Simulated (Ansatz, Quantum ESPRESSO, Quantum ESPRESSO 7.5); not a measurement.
**Evanescent states of MgO, rock salt type, lattice constant set to 4.26 Å**

Wanted: the complex band structure of MgO, rock salt type, lattice constant set to 4.26 Å, as for a tunnel barrier.

Calculated with Quantum ESPRESSO 7.5; plane-wave DFT, PBE, GBRV ultrasoft pseudopotentials (cross-check by Ansatz 0.2.0 with PAW datasets).

## 1. Set-up

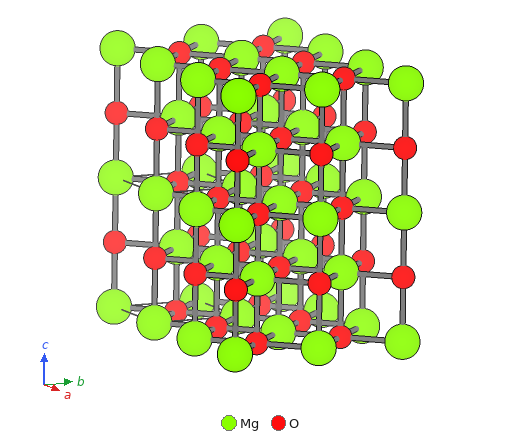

The cell as given, from the side, with the c axis up (magnesium green, oxygen red). 3×2×2 cells are drawn. Some periodic images of atoms are drawn too.

## 2. Self-consistent run

pwcond needs a cell whose third axis lies along the current and stands perpendicular to the other two.

Contents of scf.in:

```
&control
  prefix = 'scf'
  outdir = './out'
  pseudo_dir = './pseudo'
  calculation = 'scf'
  tprnfor = .true.
/
&system
  ibrav = 0
  nat = 4
  ntyp = 2
  ecutwfc = 40
  ecutrho = 200
  occupations = 'fixed'
  nbnd = 20
/
&electrons
  conv_thr = 1e-09
  mixing_beta = 0.6
  electron_maxstep = 120
/
ATOMIC_SPECIES
  Mg  24.3050  mg_pbe_v1.4.uspp.F.UPF
  O   15.9990  o_pbe_v1.2.uspp.F.UPF
CELL_PARAMETERS angstrom
  3.01227488785469 0.00000000000000 0.00000000000000
  0.00000000000000 3.01227488785469 0.00000000000000
  0.00000000000000 0.00000000000000 4.26000000000000
ATOMIC_POSITIONS crystal
  Mg  0.000000000000 0.000000000000 0.000000000000
  O   0.500000000000 0.500000000000 0.000000000000
  Mg  0.500000000000 0.500000000000 0.500000000000
  O   0.000000000000 0.000000000000 0.500000000000
K_POINTS automatic
  8 8 6 0 0 0
```

On the command line:

```
$ OMP_NUM_THREADS=1 mpirun -n 2 pw.x -nk 2 -in scf.in > scf.out
```

What it wrote:

```text
Program PWSCF v.7.5 starts
[citation notice left out]

     Parallel version (MPI & OpenMP), running on       2 processor cores
     Number of MPI processes:                 2
     Threads/MPI process:                     1

     MPI processes distributed on     1 nodes
[...]
Current dimensions of program PWSCF are:
     Max number of different atomic species (ntypx) = 10
     Max number of k-points (npk) =  40000
     Max angular momentum in pseudopotentials (lmaxx) =  4
     Found identity + ( -0.5000 -0.5000 -0.5000) symmetry
     This is a supercell, fractional translations are disabled
     Message from routine setup:
     using ibrav=0 with symmetry is DISCOURAGED, use correct ibrav instead

     K-points division:     npool     =       2
     Subspace diagonalization in iterative solution of the eigenvalue problem:
     a serial algorithm will be used

     G-vector sticks info
     --------------------
     sticks:   dense  smooth     PW     G-vecs:    dense   smooth      PW
     Sum         517     421    137                12449     8933    1675

     Using Slab Decomposition

     bravais-lattice index     =            0
     lattice parameter (alat)  =       5.6924  a.u.
     unit-cell volume          =     260.8527 (a.u.)^3
     number of atoms/cell      =            4
     number of atomic types    =            2
     number of electrons       =        32.00
     number of Kohn-Sham states=           20
     kinetic-energy cutoff     =      40.0000  Ry
     charge density cutoff     =     200.0000  Ry
     scf convergence threshold =      1.0E-09
     mixing beta               =       0.6000
     number of iterations used =            8  plain     mixing
     Exchange-correlation= SLA  PW   PBE  PBE
                           (   1   4   3   4   0   0   0)

     celldm(1)=   5.692375  celldm(2)=   0.000000  celldm(3)=   0.000000
     celldm(4)=   0.000000  celldm(5)=   0.000000  celldm(6)=   0.000000

     crystal axes: (cart. coord. in units of alat)
               a(1) = (   1.000000   0.000000   0.000000 )
               a(2) = (   0.000000   1.000000   0.000000 )
               a(3) = (   0.000000   0.000000   1.414214 )

     reciprocal axes: (cart. coord. in units 2 pi/alat)
               b(1) = (  1.000000  0.000000  0.000000 )
               b(2) = (  0.000000  1.000000  0.000000 )
               b(3) = (  0.000000  0.000000  0.707107 )

     PseudoPot. # 1 for Mg read from file:
     ./pseudo/mg_pbe_v1.4.uspp.F.UPF
     Pseudo is Ultrasoft, Zval = 10.0
     Generated by new atomic code, or converted to UPF format
     Using radial grid of  821 points,  7 beta functions with:
                l(1) =   0
                l(2) =   0
                l(3) =   0
                l(4) =   1
                l(5) =   1
                l(6) =   2
                l(7) =   2
     Q(r) pseudized with  8 coefficients,  rinner =    1.200   1.200   1.200
                                                       1.200   1.200

     PseudoPot. # 2 for O  read from file:
     ./pseudo/o_pbe_v1.2.uspp.F.UPF
     Pseudo is Ultrasoft + core correction, Zval =  6.0
     Generated by new atomic code, or converted to UPF format
     Using radial grid of  737 points,  5 beta functions with:
                l(1) =   0
                l(2) =   0
                l(3) =   1
                l(4) =   1
                l(5) =   2
     Q(r) pseudized with  8 coefficients,  rinner =    0.900   0.900   0.900
                                                       0.900   0.900

     atomic species   valence    mass     pseudopotential
     Mg               10.00    24.30500     Mg( 1.00)
     O                 6.00    15.99900     O ( 1.00)

     16 Sym. Ops., with inversion, found

   Cartesian axes

     site n.     atom                  positions (alat units)
         1        Mg     tau(   1) = (   0.0000000   0.0000000   0.0000000  )
         2        O      tau(   2) = (   0.5000000   0.5000000   0.0000000  )
         3        Mg     tau(   3) = (   0.5000000   0.5000000   0.7071068  )
         4        O      tau(   4) = (   0.0000000   0.0000000   0.7071068  )

     number of k points=    60
                       cart. coord. in units 2pi/alat
        k(    1) = (   0.0000000   0.0000000   0.0000000), wk =   0.0052083
        k(    2) = (   0.0000000   0.0000000   0.1178511), wk =   0.0104167
        k(    3) = (   0.0000000   0.0000000   0.2357023), wk =   0.0104167
        k(    4) = (   0.0000000   0.0000000  -0.3535534), wk =   0.0052083
        k(    5) = (   0.0000000   0.1250000   0.0000000), wk =   0.0208333
        k(    6) = (   0.0000000   0.1250000   0.1178511), wk =   0.0416667
        k(    7) = (   0.0000000   0.1250000   0.2357023), wk =   0.0416667
        k(    8) = (   0.0000000   0.1250000  -0.3535534), wk =   0.0208333
        k(    9) = (   0.0000000   0.2500000   0.0000000), wk =   0.0208333
        k(   10) = (   0.0000000   0.2500000   0.1178511), wk =   0.0416667
[...]
k(   60) = (  -0.5000000  -0.5000000  -0.3535534), wk =   0.0052083

     Dense  grid:    12449 G-vectors     FFT dimensions: (  25,  25,  40)

     Smooth grid:     8933 G-vectors     FFT dimensions: (  24,  24,  36)

     Estimated max dynamical RAM per process >      41.85 MB

     Estimated total dynamical RAM >      80.67 MB

     Check: negative core charge=   -0.000003

     Initial potential from superposition of free atoms

     starting charge      31.3995, renormalised to      32.0000
     Starting wfcs are   18 randomized atomic wfcs +    2 random wfcs

     total cpu time spent up to now is        0.7 secs

     per-process dynamical memory:    26.3 Mb

     Self-consistent Calculation

     iteration #  1     ecut=    40.00 Ry     beta= 0.60
     Davidson diagonalization with overlap
     ethr =  1.00E-02,  avg # of iterations =  4.1

     total cpu time spent up to now is        2.0 secs

     total energy              =    -315.46821469 Ry
     estimated scf accuracy    <       0.75930603 Ry

     iteration #  2     ecut=    40.00 Ry     beta= 0.60
[...]
total energy              =    -315.68249601 Ry
     estimated scf accuracy    <       0.36035868 Ry

     iteration #  3     ecut=    40.00 Ry     beta= 0.60
[...]
total energy              =    -315.74651417 Ry
     estimated scf accuracy    <       0.00544451 Ry

     iteration #  4     ecut=    40.00 Ry     beta= 0.60
[...]
total energy              =    -315.74682030 Ry
     estimated scf accuracy    <       0.00033110 Ry

     iteration #  5     ecut=    40.00 Ry     beta= 0.60
[...]
total energy              =    -315.74687711 Ry
     estimated scf accuracy    <       0.00001705 Ry

     iteration #  6     ecut=    40.00 Ry     beta= 0.60
[...]
total energy              =    -315.74688113 Ry
     estimated scf accuracy    <       0.00000139 Ry

     iteration #  7     ecut=    40.00 Ry     beta= 0.60
[...]
total energy              =    -315.74688121 Ry
     estimated scf accuracy    <       0.00000052 Ry

     iteration #  8     ecut=    40.00 Ry     beta= 0.60
[...]
total energy              =    -315.74688131 Ry
     estimated scf accuracy    <          3.1E-09 Ry

     iteration #  9     ecut=    40.00 Ry     beta= 0.60
[...]
total energy              =    -315.74688131 Ry
     estimated scf accuracy    <          2.3E-09 Ry

     iteration # 10     ecut=    40.00 Ry     beta= 0.60
[...]
End of self-consistent calculation

          k = 0.0000 0.0000 0.0000 (  1093 PWs)   bands (ev):

   -65.0098 -65.0001 -31.8195 -31.7811 -31.7811 -31.7559 -31.7559 -31.7557
    -9.6265  -8.1802   3.5005   6.1264   6.1264   7.4207   7.4209   7.4209
    11.8656  16.5277  17.0661  20.1816

          k = 0.0000 0.0000 0.1179 (  1104 PWs)   bands (ev):

   -65.0092 -65.0008 -31.8156 -31.7794 -31.7794 -31.7605 -31.7576 -31.7576
    -9.5315  -8.2780   3.6478   6.2001   6.2001   6.9015   7.3178   7.3178
    12.4686  16.7511  16.9852  20.2565

          k = 0.0000 0.0000 0.2357 (  1120 PWs)   bands (ev):

   -65.0074 -65.0025 -31.8049 -31.7748 -31.7748 -31.7730 -31.7622 -31.7622
    -9.2702  -8.5453   4.1014   5.8679   6.4092   6.4092   7.0508   7.0508
    13.7594  16.3811  17.4190  20.0335

          k = 0.0000 0.0000-0.3536 (  1120 PWs)   bands (ev):

   -65.0050 -65.0050 -31.7894 -31.7894 -31.7685 -31.7685 -31.7684 -31.7684
    -8.9094  -8.9093   4.8637   4.8637   6.7157   6.7157   6.7157   6.7157
    15.1793  15.1794  18.5224  18.5225

          k = 0.0000 0.1250 0.0000 (  1099 PWs)   bands (ev):

   -65.0091 -65.0001 -31.8165 -31.7860 -31.7794 -31.7628 -31.7577 -31.7561
    -9.5198  -8.1657   3.6466   5.6913   6.1788   6.7853   7.2987   7.3779
    12.5233  16.8629  17.5927  20.0356

          k = 0.0000 0.1250 0.1179 (  1110 PWs)   bands (ev):

   -65.0085 -65.0007 -31.8142 -31.7832 -31.7779 -31.7694 -31.7577 -31.7570
    -9.4289  -8.2545   3.7334   5.8241   6.2479   6.2981   7.2838   7.3089
    12.9662  16.9767  17.5331  20.1339

[...]
highest occupied, lowest unoccupied level (ev):     7.4209   11.8656

!    total energy              =    -315.74688131 Ry
     estimated scf accuracy    <          8.7E-12 Ry

     The total energy is the sum of the following terms:
     one-electron contribution =    -177.13448635 Ry
     hartree contribution      =      97.70358852 Ry
     xc contribution           =     -48.91540487 Ry
     ewald contribution        =    -187.40057861 Ry

     convergence has been achieved in  10 iterations

     Forces acting on atoms (cartesian axes, Ry/au):

     atom    1 type  1   force =     0.00000000    0.00000000    0.00000000
     atom    2 type  2   force =     0.00000000    0.00000000    0.00000000
     atom    3 type  1   force =     0.00000000    0.00000000    0.00000000
     atom    4 type  2   force =     0.00000000    0.00000000    0.00000000

     Total force =     0.000000     Total SCF correction =     0.000000

[...]
=------------------------------------------------------------------------------=
   JOB DONE.
=------------------------------------------------------------------------------=
```

Run time: 12 s. Hardware: 2 MPI ranks of Arm Neoverse V1, shared host; peak memory 0.16 GiB.

Numbers from this step:

```
free energy                          : -4295.9552 eV
valence top, on the run's zero       : 7.421 eV
conduction bottom, on the run's zero : 11.87 eV
gap by band count                    : 4.445 eV
```

The run needed 10 iterations to bring the estimated error under 1e-09 Ry.

(Continued in part 2 of 3.)

[Logs are printed without paths, hosts, clocks, repeated set-up lines and the standing remarks that a program may print on its own settings, such as how far it seeks lower states.]

[Hosts, paths, dates, database ids (printed as entryN), source tags and the programs' standing remarks are cut or masked in the printed files.]

[Maps of the electrostatic potential energy from Ansatz leave out the sawtooth potential of an applied field or a dipole correction, so their vacuum need not be flat; planar profiles and work functions include it.]
